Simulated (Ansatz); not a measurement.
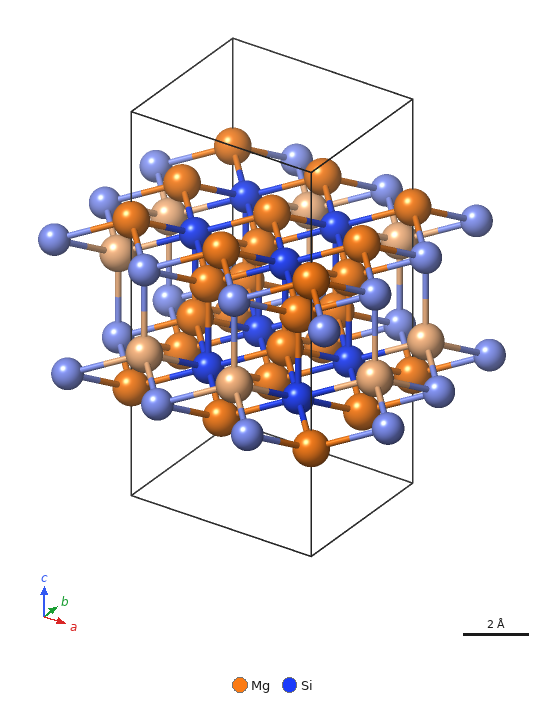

Fig. 1: The input geometry (ball-and-stick view of the cell of the calculation, with the vacuum cut short, seen slightly off an axis; neighbours outside the cell are drawn fainter). An atom can appear more than once, as a periodic image.

Geometry relaxation of Mg2Si (part 1 of 2)

The run: geometry relaxation of Mg2Si (slab, 24 atoms in the cell). Method and program: DFT PBE+D3(BJ), scalar-relativistic, plane waves, PAW, no spin polarisation (Ansatz 0.2.0).

The structure derives from an entry of the Crystallography Open Database. The input holds or restrains some coordinates. Forces given for the steps count only the free coordinates. It belongs to a series of runs on one base structure; here: clean slab, lower planes held.

## The program's output
```
Engine: ansatz 0.2.0, x86_64-unknown-linux-gnu
Pseudopotentials: kind: paw
Pseudopotential: Mg, paw, valence charge 10, recommended cutoff 420 eV (normal), Mg.paw.azcp
Pseudopotential: Si, paw, valence charge 4, recommended cutoff 420 eV (normal), Si.paw.azcp
Functional definition: PBE
  parameter kappa = 0.804
  parameter beta = 0.06672455060314922
  exchange = pbe_x(kappa = kappa, mu = beta*pi^2/3)
  correlation = pbe_c(beta = beta)
Crystal: 24 atoms, lattice volume = 1461.132 Å³
Basis set: ecut = 420 eV, 28517 PW (Γ), exchange–correlation on 120×120×288 points (8 copies of the dense FFT grid, shifted against one another)
Bands: 120, of which v1, the nominal top of the filled ones, is band 96 counted from 1 (95 counted from 0)
Symmetry: 24 space group operations
k-points: 2 of 4
Non-local potential: Mg, projectors of the file, l = 0: 3, l = 1: 2, l = 2: 1
Non-local potential: Si, projectors of the file, l = 0: 2, l = 1: 2, l = 2: 2
PAW form: soft (Blöchl's): semilocal exchange-correlation on the pseudo side does not see the compensation charge
PAW one-centre angular grid: Mg, 110 points (default); XC on 64 Gauss nodes
PAW one-centre angular grid: Si, 110 points (default); XC on 64 Gauss nodes
Initial density: superposition of atomic densities (neutral atoms: chi_scale 0, normalization atom), corrected by the library's trained network
Initial wavefunctions: pseudopotential atomic-orbital guess
Functional: x = pbe(κ = 0.804, μ = 0.2195149727645171), c = pbe(β = 0.06672455060314922)
SCF iter   1: F=—  HF=-35869.938616 eV  |F-HF|=—  |Δ(HF+E_count)|=         —  Δρ=1.51e-3  dr2=7.45e-2  ethr=1.77e-3  p=-0.000 e·Å  D=-1.17e-14 V/Å  ΔV_dip=0.00 eV  dr2_dipole=5.03e-8  V_vac-E_F(+/−)=2.44/2.44 eV  ⟨swp⟩=8.5  Hψ=1181  notcnv=0  defer=3
efield: sawtooth ramp at fractional position 0.9800 (placed from the atoms, in the widest stretch of the axis that holds none; the zero of the levels goes with the place), width 0.0400; the density the first Hamiltonian is built on has a dipole p = -0.000 e·Å; the dipole correction subtracts the counter field D = -1.17e-14 V/Å, which shifts the + side's vacuum level by +0.00 eV against the − side's; the planar-averaged density in the ramp window peaks in size at 3.3e-5 e/Å³
preconditioner: auto → Resta (q_TF=auto, 1.945 Å⁻¹)  ε∞=2.8  [insulator: Δε(μ)=0.663 eV  Ē_g=5.759 eV  σ=0.050 eV  W_gap=1.00  n_scr=186 (ndim 8)  ℏωp=7.8 eV  f_vac=0.579  D(μ)=0.00/eV (n_scr^D=0)  ε∞_Penn≈2.8  vacuum switching on, ρ_ref=2.4e-3 e/Å³]
SCF iter   2: F=—  HF=-35869.940359 eV  |F-HF|=—  |Δ(HF+E_count)|=   1.74e-3  Δρ=7.94e-4  dr2=2.28e-2  ethr=3.88e-5  p=-0.000 e·Å  D=-2.07e-5 V/Å  ΔV_dip=0.00 eV  dr2_dipole=1.71e-7  V_vac-E_F(+/−)=2.50/2.50 eV  ⟨swp⟩=2.5  Hψ=362  notcnv=0  defer=28
SCF iter   3: F=—  HF=-35869.942152 eV  |F-HF|=—  |Δ(HF+E_count)|=   1.79e-3  Δρ=2.77e-4  dr2=9.97e-3  ethr=1.19e-5  p=0.001 e·Å  D=7.87e-5 V/Å  ΔV_dip=-0.00 eV  dr2_dipole=3.36e-6  V_vac-E_F(+/−)=2.48/2.48 eV  ⟨swp⟩=2.0  Hψ=296  notcnv=0  defer=28
SCF iter   4: F=—  HF=-35869.941692 eV  |F-HF|=—  |Δ(HF+E_count)|=   4.60e-4  Δρ=1.14e-4  dr2=4.36e-4  ethr=5.19e-6  p=-0.001 e·Å  D=-6.91e-5 V/Å  ΔV_dip=0.00 eV  dr2_dipole=2.92e-6  V_vac-E_F(+/−)=2.51/2.51 eV  ⟨swp⟩=2.0  Hψ=268  notcnv=0  defer=28
SCF iter   5: F=—  HF=-35869.941944 eV  |F-HF|=—  |Δ(HF+E_count)|=   2.52e-4  Δρ=4.00e-5  dr2=7.52e-5  ethr=2.27e-7  p=0.001 e·Å  D=1.51e-4 V/Å  ΔV_dip=-0.00 eV  dr2_dipole=1.33e-5  V_vac-E_F(+/−)=2.50/2.51 eV  ⟨swp⟩=2.0  Hψ=268  notcnv=0  defer=28
SCF iter   6: F=—  HF=-35869.942023 eV  |F-HF|=—  |Δ(HF+E_count)|=   7.95e-5  Δρ=2.45e-5  dr2=2.08e-4  ethr=1.17e-8  p=-0.004 e·Å  D=-4.36e-4 V/Å  ΔV_dip=0.01 eV  dr2_dipole=1.13e-4  V_vac-E_F(+/−)=2.51/2.50 eV  ⟨swp⟩=44.0  Hψ=2720  notcnv=0  recentre
SCF iter   7: F=-35869.942005 eV  HF=-35869.942003 eV  |F-HF|=2.35e-6  |Δ(HF+E_count)|=   2.08e-5  Δρ=8.24e-6  dr2=2.41e-6  ethr=1.17e-8  p=0.000 e·Å  D=2.06e-5 V/Å  ΔV_dip=-0.00 eV  dr2_dipole=2.90e-7  V_vac-E_F(+/−)=2.50/2.51 eV  ⟨swp⟩=20.5  Hψ=1868  notcnv=0
SCF 1 converged in 7 iterations: F = -35869.942005 eV  dr2 = 2.41e-6
  greatest PAW one-centre occupation: 1.000 electrons in one spin orbital (limit 2), on the Mg atom at site 15 (counted from 0), in its partial waves of l = 0
relax step   1: F+E_penalty+E_count = -35869.94200490 eV  Δ(F+E_penalty+E_count) = +0.000e0 eV  max|allowed force component| = 5.325e-1 eV/Å  Δτ_max = 0.0000 Å  (7 SCF iters, dr2 threshold 2.25e-5 eV, accepted)
Initial density: handed on by an earlier stage of this run
Initial wavefunctions: those handed on with the density
iter 1 solved again at ethr=5.30e-5 eV; its pass at ethr=3.10e-3 eV (dr2=1.02e-1 eV) is discarded
SCF iter   1: F=—  HF=-35870.136038 eV  |F-HF|=—  |Δ(HF+E_count)|=         —  Δρ=1.56e-3  dr2=9.74e-2  ethr=5.30e-5  p=0.000 e·Å  D=2.06e-5 V/Å  ΔV_dip=-0.00 eV  dr2_dipole=6.21e-3  V_vac-E_F(+/−)=2.59/2.60 eV  ⟨swp⟩=2.0  Hψ=831  notcnv=0  defer=33
efield: sawtooth ramp at fractional position 0.9800 (handed on by an earlier solve), width 0.0400; the density the first Hamiltonian is built on has a dipole p = 0.000 e·Å; the dipole correction subtracts the counter field D = 2.06e-5 V/Å, which shifts the + side's vacuum level by -0.00 eV against the − side's; the planar-averaged density in the ramp window peaks in size at 9.7e-7 e/Å³
preconditioner: auto → Resta (q_TF=auto, 1.945 Å⁻¹)  ε∞=2.8  [insulator: Δε(μ)=0.681 eV  Ē_g=5.822 eV  σ=0.050 eV  W_gap=1.00  n_scr=186 (ndim 8)  ℏωp=7.8 eV  f_vac=0.591  D(μ)=0.00/eV (n_scr^D=0)  ε∞_Penn≈2.8  vacuum switching on, ρ_ref=2.5e-3 e/Å³]
SCF iter   2: F=—  HF=-35870.136929 eV  |F-HF|=—  |Δ(HF+E_count)|=   8.91e-4  Δρ=8.44e-4  dr2=2.21e-2  ethr=5.07e-5  p=-0.063 e·Å  D=-7.80e-3 V/Å  ΔV_dip=0.17 eV  dr2_dipole=8.69e-4  V_vac-E_F(+/−)=2.79/2.62 eV  ⟨swp⟩=2.0  Hψ=270  notcnv=0  defer=33
SCF iter   3: F=—  HF=-35870.143321 eV  |F-HF|=—  |Δ(HF+E_count)|=   6.39e-3  Δρ=4.85e-4  dr2=1.37e-2  ethr=1.15e-5  p=-0.043 e·Å  D=-5.32e-3 V/Å  ΔV_dip=0.11 eV  dr2_dipole=6.58e-3  V_vac-E_F(+/−)=2.77/2.65 eV  ⟨swp⟩=2.0  Hψ=266  notcnv=0  defer=33
SCF iter   4: F=—  HF=-35870.147177 eV  |F-HF|=—  |Δ(HF+E_count)|=   3.86e-3  Δρ=2.33e-4  dr2=1.05e-2  ethr=7.14e-6  p=-0.109 e·Å  D=-1.35e-2 V/Å  ΔV_dip=0.29 eV  dr2_dipole=2.77e-3  V_vac-E_F(+/−)=2.89/2.60 eV  ⟨swp⟩=2.0  Hψ=294  notcnv=0  defer=33
SCF iter   5: F=—  HF=-35870.146756 eV  |F-HF|=—  |Δ(HF+E_count)|=   4.21e-4  Δρ=8.85e-5  dr2=2.43e-4  ethr=5.47e-6  p=-0.101 e·Å  D=-1.26e-2 V/Å  ΔV_dip=0.27 eV  dr2_dipole=3.08e-5  V_vac-E_F(+/−)=2.90/2.64 eV  ⟨swp⟩=2.0  Hψ=245  notcnv=0  defer=33
SCF iter   6: F=—  HF=-35870.146872 eV  |F-HF|=—  |Δ(HF+E_count)|=   1.16e-4  Δρ=2.81e-5  dr2=2.03e-5  ethr=1.27e-7  p=-0.110 e·Å  D=-1.36e-2 V/Å  ΔV_dip=0.29 eV  dr2_dipole=6.07e-7  V_vac-E_F(+/−)=2.93/2.63 eV  ⟨swp⟩=2.5  Hψ=290  notcnv=0  defer=33
SCF iter   7: F=-35870.146890 eV  HF=-35870.146889 eV  |F-HF|=6.49e-7  |Δ(HF+E_count)|=   1.72e-5  Δρ=5.84e-6  dr2=1.13e-6  ethr=9.23e-9  p=-0.111 e·Å  D=-1.38e-2 V/Å  ΔV_dip=0.29 eV  dr2_dipole=5.71e-9  V_vac-E_F(+/−)=2.93/2.64 eV  ⟨swp⟩=28.5  Hψ=2431  notcnv=0
SCF 2 converged in 7 iterations: F = -35870.146890 eV  dr2 = 1.13e-6
relax step   2: F+E_penalty+E_count = -35870.14689003 eV  Δ(F+E_penalty+E_count) = -2.049e-1 eV  max|allowed force component| = 2.466e-1 eV/Å  Δτ_max = 0.1949 Å  (7 SCF iters, dr2 threshold 1.77e-5 eV, accepted)
SCF iter   1: F=—  HF=-35870.173451 eV  |F-HF|=—  |Δ(HF+E_count)|=         —  Δρ=3.76e-4  dr2=1.74e-2  ethr=2.61e-5  p=-0.111 e·Å  D=-1.38e-2 V/Å  ΔV_dip=0.29 eV  dr2_dipole=6.19e-3  V_vac-E_F(+/−)=2.91/2.62 eV  ⟨swp⟩=4.0  Hψ=461  notcnv=0  defer=33
efield: sawtooth ramp at fractional position 0.9800 (handed on by an earlier solve), width 0.0400; the density the first Hamiltonian is built on has a dipole p = -0.111 e·Å; the dipole correction subtracts the counter field D = -1.38e-2 V/Å, which shifts the + side's vacuum level by +0.29 eV against the − side's; the planar-averaged density in the ramp window peaks in size at 9.7e-7 e/Å³
preconditioner: auto → Resta (q_TF=auto, 1.945 Å⁻¹)  ε∞=2.8  [insulator: Δε(μ)=0.687 eV  Ē_g=5.836 eV  σ=0.050 eV  W_gap=1.00  n_scr=186 (ndim 8)  ℏωp=7.8 eV  f_vac=0.586  D(μ)=0.00/eV (n_scr^D=0)  ε∞_Penn≈2.8  vacuum switching on, ρ_ref=2.5e-3 e/Å³]
SCF iter   2: F=—  HF=-35870.174255 eV  |F-HF|=—  |Δ(HF+E_count)|=   8.05e-4  Δρ=2.98e-4  dr2=1.98e-2  ethr=9.07e-6  p=-0.168 e·Å  D=-2.09e-2 V/Å  ΔV_dip=0.45 eV  dr2_dipole=1.14e-2  V_vac-E_F(+/−)=2.98/2.54 eV  ⟨swp⟩=2.0  Hψ=307  notcnv=0  defer=35
SCF iter   3: F=—  HF=-35870.171743 eV  |F-HF|=—  |Δ(HF+E_count)|=   2.51e-3  Δρ=1.78e-4  dr2=8.60e-4  ethr=9.07e-6  p=-0.131 e·Å  D=-1.62e-2 V/Å  ΔV_dip=0.35 eV  dr2_dipole=3.77e-7  V_vac-E_F(+/−)=2.93/2.58 eV  ⟨swp⟩=2.0  Hψ=234  notcnv=0  defer=35
SCF iter   4: F=—  HF=-35870.172425 eV  |F-HF|=—  |Δ(HF+E_count)|=   6.82e-4  Δρ=7.48e-5  dr2=1.57e-4  ethr=4.48e-7  p=-0.126 e·Å  D=-1.56e-2 V/Å  ΔV_dip=0.33 eV  dr2_dipole=8.46e-6  V_vac-E_F(+/−)=2.92/2.58 eV  ⟨swp⟩=2.0  Hψ=284  notcnv=0  defer=35
SCF iter   5: F=—  HF=-35870.172472 eV  |F-HF|=—  |Δ(HF+E_count)|=   4.66e-5  Δρ=9.95e-6  dr2=8.02e-6  ethr=8.16e-8  p=-0.120 e·Å  D=-1.48e-2 V/Å  ΔV_dip=0.32 eV  dr2_dipole=1.60e-7  V_vac-E_F(+/−)=2.90/2.58 eV  ⟨swp⟩=2.0  Hψ=267  notcnv=0  defer=35
SCF iter   6: F=-35870.172473 eV  HF=-35870.172473 eV  |F-HF|=1.49e-7  |Δ(HF+E_count)|=   1.13e-6  Δρ=4.85e-6  dr2=1.01e-6  ethr=1.98e-9  p=-0.119 e·Å  D=-1.47e-2 V/Å  ΔV_dip=0.32 eV  dr2_dipole=2.45e-10  V_vac-E_F(+/−)=2.90/2.58 eV  ⟨swp⟩=24.5  Hψ=2332  notcnv=0
SCF 3 converged in 6 iterations: F = -35870.172473 eV  dr2 = 1.01e-6
relax step   3: F+E_penalty+E_count = -35870.17247292 eV  Δ(F+E_penalty+E_count) = -2.558e-2 eV  max|allowed force component| = 1.726e-2 eV/Å  Δτ_max = 0.0351 Å  (6 SCF iters, dr2 threshold 3.80e-6 eV, accepted)
iter 1 solved again at ethr=4.88e-10 eV; its pass at ethr=3.10e-3 eV (dr2=9.38e-7 eV) is discarded
SCF iter   1: F=—  HF=-35870.172155 eV  |F-HF|=—  |Δ(HF+E_count)|=         —  Δρ=4.96e-6  dr2=9.36e-7  ethr=4.88e-10  p=-0.119 e·Å  D=-1.47e-2 V/Å  ΔV_dip=0.32 eV  dr2_dipole=1.41e-10  V_vac-E_F(+/−)=2.90/2.58 eV  ⟨swp⟩=1.0  Hψ=568  notcnv=0
efield: sawtooth ramp at fractional position 0.9800 (handed on by an earlier solve), width 0.0400; the density the first Hamiltonian is built on has a dipole p = -0.119 e·Å; the dipole correction subtracts the counter field D = -1.47e-2 V/Å, which shifts the + side's vacuum level by +0.32 eV against the − side's; the planar-averaged density in the ramp window peaks in size at 9.7e-7 e/Å³
preconditioner: auto → Resta (q_TF=auto, 1.945 Å⁻¹)  ε∞=2.8  [insulator: Δε(μ)=0.696 eV  Ē_g=5.828 eV  σ=0.050 eV  W_gap=1.00  n_scr=186 (ndim 8)  ℏωp=7.8 eV  f_vac=0.586  D(μ)=0.00/eV (n_scr^D=0)  ε∞_Penn≈2.8  vacuum switching on, ρ_ref=2.5e-3 e/Å³]
SCF iter   2: F=—  HF=-35870.172473 eV  |F-HF|=—  |Δ(HF+E_count)|=   3.18e-4  Δρ=2.77e-6  dr2=2.32e-7  ethr=4.87e-10  p=-0.119 e·Å  D=-1.47e-2 V/Å  ΔV_dip=0.32 eV  dr2_dipole=3.02e-8  V_vac-E_F(+/−)=2.90/2.58 eV  ⟨swp⟩=2.0  Hψ=383  notcnv=0
SCF iter   3: F=—  HF=-35870.172473 eV  |F-HF|=—  |Δ(HF+E_count)|=   1.98e-7  Δρ=1.67e-6  dr2=1.52e-7  ethr=5.21e-11  p=-0.119 e·Å  D=-1.47e-2 V/Å  ΔV_dip=0.31 eV  dr2_dipole=1.18e-8  V_vac-E_F(+/−)=2.90/2.58 eV  ⟨swp⟩=13.5  Hψ=1395  notcnv=0
SCF iter   4: F=—  HF=-35870.172473 eV  |F-HF|=—  |Δ(HF+E_count)|=   1.40e-7  Δρ=1.07e-6  dr2=3.50e-7  ethr=5.21e-11  p=-0.119 e·Å  D=-1.47e-2 V/Å  ΔV_dip=0.32 eV  dr2_dipole=1.84e-7  V_vac-E_F(+/−)=2.90/2.58 eV  ⟨swp⟩=14.0  Hψ=1443  notcnv=0  recentre
SCF iter   5: F=-35870.172473 eV  HF=-35870.172473 eV  |F-HF|=3.42e-10  |Δ(HF+E_count)|=   3.98e-8  Δρ=2.78e-7  dr2=1.56e-9  ethr=5.21e-11  p=-0.119 e·Å  D=-1.47e-2 V/Å  ΔV_dip=0.31 eV  dr2_dipole=1.31e-11  V_vac-E_F(+/−)=2.90/2.58 eV  ⟨swp⟩=10.0  Hψ=1321  notcnv=0
SCF 4 converged in 5 iterations: F = -35870.172473 eV  dr2 = 1.56e-9
relax step   4: F+E_penalty+E_count = -35870.17247335 eV  Δ(F+E_penalty+E_count) = -4.346e-7 eV  max|allowed force component| = 1.751e-2 eV/Å  Δτ_max = 0.0000 Å  (5 SCF iters, accepted)
```

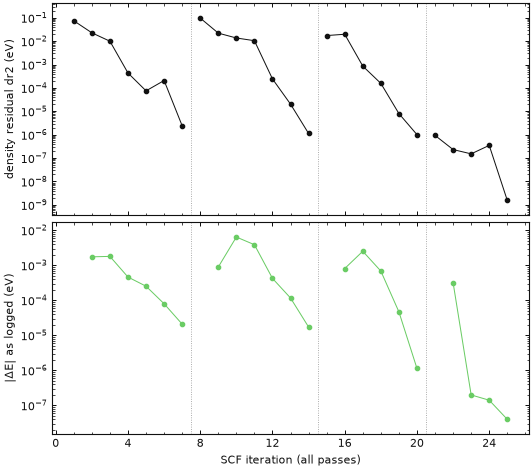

Fig. 2: Convergence of the self-consistent field: density residual dr2 and size of the energy change against the SCF iteration. The dotted lines part the SCF passes of the relaxation: geometry steps, rejected trials and re-solves on a re-selected basis. The passes take 7, 7, 6 and 5 iterations.

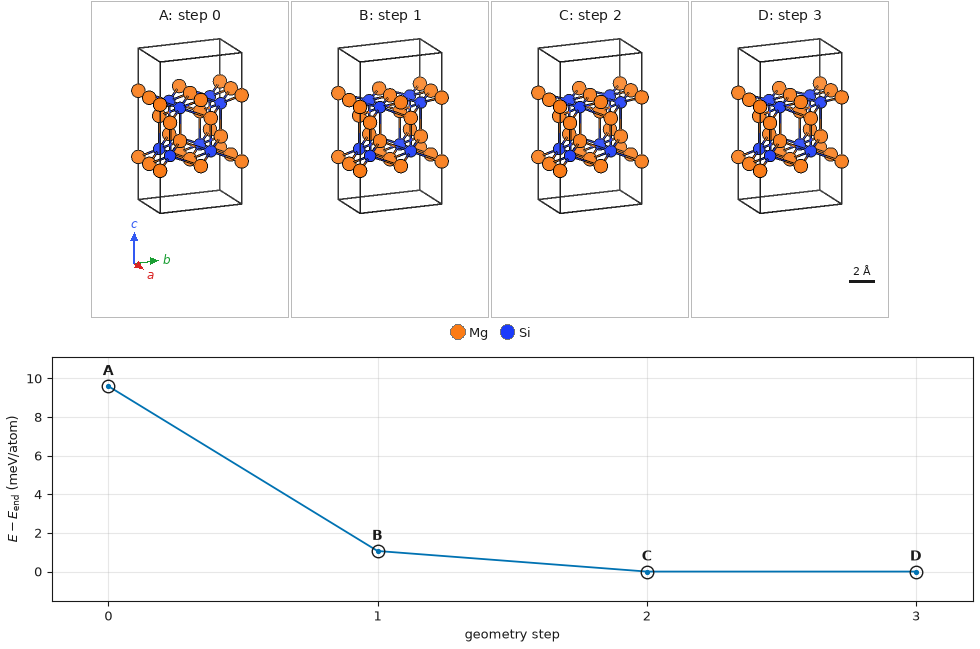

Fig. 3: Frames of the restrained relaxation (ball-and-stick view of the cell of the calculation, with the vacuum cut short (origin shifted), seen slightly off an axis) above the curves, on which the letters mark them (the first geometry is step 0 here and step 1 in the log).

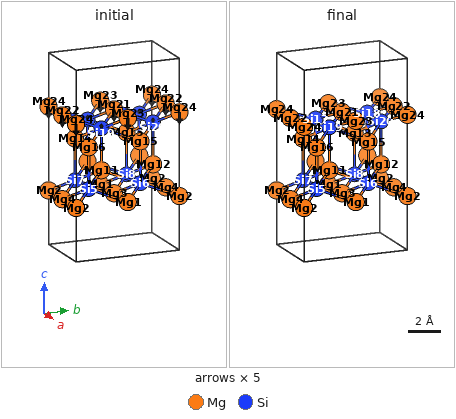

Fig. 4: Before (left) and after (right) the restrained relaxation, at one scale (ball-and-stick view of the cell of the calculation, with the vacuum cut short (origin shifted), seen slightly off an axis). The black arrows give the displacements, magnified 5 times. The largest moves, 0.17 Å, are those of Mg21, Mg22, Mg23 and Mg24. By element the largest moves are Mg 0.17 Å, Si 0.07 Å. The lattice vectors keep their values. Among the contacts that change: Si17–Mg21 2.717 → 2.648 Å, Mg10–Si18 2.717 → 2.783 Å, Mg13–Si17 2.717 → 2.745 Å, Si5–Mg16 2.717 → 2.701 Å. Among the angles that change: Si17–Mg21–Si19 109.5° → 113.8°. Over 3 geometry steps the energy falls by 9.6 meV per atom. The largest force component goes from 0.53 to 0.018 eV/Å. (Atoms are counted from 1 in the order of the input.)

```
SCF converged after 5 iterations
Free energy (F): -35870.172473 eV
Harris-Foulkes:  -35870.172473 eV  (|F-HF|=3.42e-10)
Internal energy: -35870.172473 eV  (E = F + TS)
E sigma→0 (E₀):  -35870.172473 eV
Fermi energy:    0.412650 eV
Dipole field:    D = -0.014677 V/Å  (p = -0.118511 e·Å, saw-weighted, corrected)
Work function:   Φ+ = 2.8985 eV   Φ− = 2.5839 eV
Levels:          The Fermi level and band energies are counted from a zero that moves with the ramp; work functions are not
--- Per-component energies (eV) ---
  E_band       = -6748.550215
  E_kinetic    = 1520.086761
  E_local      = -107737.222454  (includes V_loc(G=0)·N_el)
  E_nonlocal   = 1736.723518
  E_hartree    = 49580.855961
  E_xc         = -895.989015
  E_vxc        = -960.112182  (∫ρ·V_xc dr)
  E_paw        = -8781.485033  (= ΣΔE_a)
  E_vpaw       = -469.639751  (= ΣTr[D̂ρ^β])
  E_aug_tail   = 0.000022  (compensation charges beyond the density's cutoff)
  E_efield     = 0.000870  (sawtooth field / dipole correction)
  E_vefield    = -0.089084  (∫n·V_field dr)
  E_ewald      = 28712.053413
  E_disp       = -5.196517  (pairwise vdW)
  E_smearing   = -0.000000  (= −TS)
  E_closure    = 0.000000  (closes the sum)
  Σ components = -35870.172473   (vs F -35870.172473, Δ=0.00e0)
--- Forces (eV/Å), atoms counted from 1 ---
  atom   1  Mg     0.00000000     0.00000000     0.50866076
  atom   2  Mg    -0.00000000     0.00000000     0.50866076
  atom   3  Mg    -0.00000000    -0.00000000     0.50866076
  atom   4  Mg    -0.00000000    -0.00000000     0.50866076
  atom   5  Si     0.00000000    -0.00000000    -0.55184633
  atom   6  Si     0.00000000    -0.00000000    -0.55184633
  atom   7  Si     0.00000000    -0.00000000    -0.55184633
  atom   8  Si     0.00000000     0.00000000    -0.55184633
  atom   9  Mg     0.00000000    -0.00000000     0.05167353
  atom  10  Mg     0.00000000    -0.00000000     0.05167353
  atom  11  Mg     0.00000000    -0.00000000     0.05167353
  atom  12  Mg    -0.00000000    -0.00000000     0.05167353
  atom  13  Mg    -0.00000000     0.00000000     0.00164524
  atom  14  Mg    -0.00000000     0.00000000     0.00164524
  atom  15  Mg    -0.00000000     0.00000000     0.00164524
  atom  16  Mg     0.00000000     0.00000000     0.00164524
  atom  17  Si    -0.00000000     0.00000000    -0.01751362
  atom  18  Si    -0.00000000     0.00000000    -0.01751362
  atom  19  Si    -0.00000000     0.00000000    -0.01751362
  atom  20  Si    -0.00000000     0.00000000    -0.01751362
  atom  21  Mg     0.00000000    -0.00000000     0.00738033
  atom  22  Mg     0.00000000    -0.00000000     0.00738033
  atom  23  Mg     0.00000000    -0.00000000     0.00738033
  atom  24  Mg     0.00000000    -0.00000000     0.00738033
  max |Σ_I F_I| component: 3.76e-7 eV/Å
--- Band table (eV) ---
```
